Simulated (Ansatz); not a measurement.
```xyz
2
Lattice="4.3100 0.0000 0.0000 -2.1550 3.7326 0.0000 0.0000 0.0000 7.0500" Properties=species:S:1:pos:R:3 pbc="T T T"
Sr    0.0000    2.4884    1.7625
Sr    2.1550    1.2442    5.2875
```

Space group P6_3/mmc. This isn't the usual form at ambient conditions.

These are results of DFT PBEsol, scalar-relativistic, plane waves, PAW in Ansatz, not measurements.

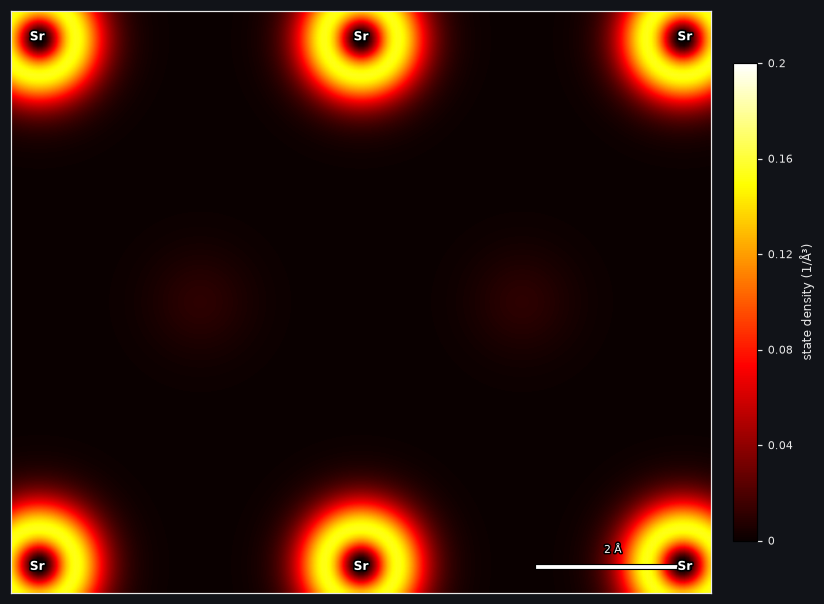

Sr. Density of the Kohn–Sham states from −18.71 to −18.48 eV about the Fermi level (a separate group of bands (semicore or deep states)), scaled to one electron a cell: a map on the (100) plane of the conventional cell.

In a PAW calculation such maps are meaningful between the atoms, not at the nuclei.

**Which atoms and orbitals make up these states?**

Löwdin projections on the PAW files' atomic orbitals give Sr 4p (over 95 %).
The group holds 12 electrons when full, in the cell of the calculation (2 atoms).
Little of the density lies between the atoms' surroundings.
